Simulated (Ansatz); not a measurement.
AlN (P6_3mc): refractive index against wavelength

The refractive index of AlN (P6_3mc) along x below the direct gap (4.21 eV on the mesh) is read from one computed spectrum, n = √(Re ε). x, y and z are the Cartesian axes of the input cell.

The structure is hexagonal, space group P6_3mc (No. 186). The conventional cell has a = 3.113 Å, b = 3.113 Å, c = 4.981 Å, α = 90.00°, β = 90.00°, γ = 120.00°. Al on site b is surrounded by 4 N at 1.89 Å. N on site b is surrounded by 4 Al at 1.89 Å.

Method: Ansatz 0.2.0, PBE, independent particles, k-mesh 12×12×7 with interpolation inside its cells, Gaussian parameter 0.2 eV.

Launch of the response step: `ansatz run input.yaml --threads 4 --pin off --max-ram 8192MiB --backend cpu --events-out ev --progress --plain --runs-dir out`. The run took 15 s, on 4 threads of Intel(R) Xeon(R) Platinum 8375C CPU @ 2.90GHz (Ice Lake), with other jobs on the host.

| wavelength (nm) | photon energy E (eV) | n |
| --- | --- | --- |
| 1310 | 0.946 | 2.1529 |
| 1064 | 1.165 | 2.1584 |
| 850 | 1.459 | ? |
| 700 | 1.771 | 2.1803 |
| 633 | 1.959 | 2.1892 |
| 532 | 2.331 | 2.2106 |
| 450 | 2.755 | 2.2418 |

In the single-oscillator model n² − 1 = E₀E_d/(E₀² − E²), so 1/(n² − 1) = E₀/E_d − E²/(E₀E_d) is linear in E².

Working, on the rows shown:

| x = E² (eV²) | y = 1/(n² − 1) |
| --- | --- |
| 0.895757 | 0.275105 |
| 1.35784 | 0.273322 |
| 3.13716 | 0.266403 |
| 3.83641 | 0.263672 |
| 5.43137 | 0.257284 |
| 7.59115 | 0.248406 |

Means: x̄ = 3.7083, ȳ = 0.26403. Σ(x − x̄)(y − ȳ) = -0.1267, Σ(x − x̄)² = 31.82. Slope = -0.1267 / 31.82 = -0.003981; intercept = ȳ − slope · x̄ = 0.27879. Turned back into n, the line misses the rows shown by at most 0.00061.

Problem. Predict the last column of the withheld row from the fit.

Solution. At x = 2.1276 the line gives y = 0.27032, that is 2.1678. The run gave 2.1677, so the interpolation is off by 7.8e-05, 0.1 % of the range in the table.

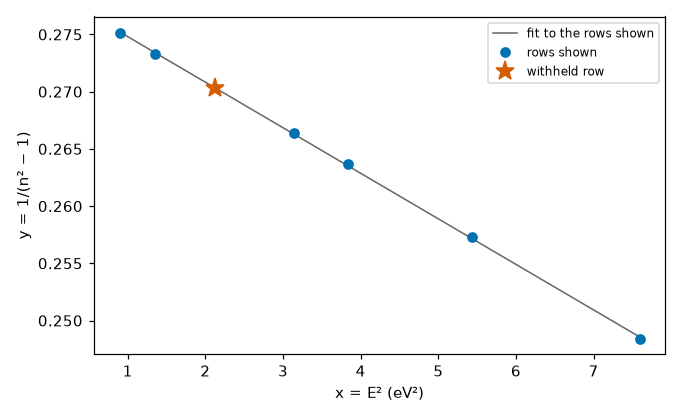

Refitted with all rows, the slope is -0.003982 and the intercept 0.2788. These give E₀ = √(intercept/−slope) = 8.37 eV and E_d = E₀/intercept = 30.0 eV; E₀ is 2.0 times the direct gap. The electronic limit at long wavelengths, without lattice vibrations, is n = √(1 + 1/intercept) = 2.142. The cell comes from an older database entry, whose edges can be off by a per cent or so. Excitons are left out and so are local fields; PBE gaps are as a rule too small.
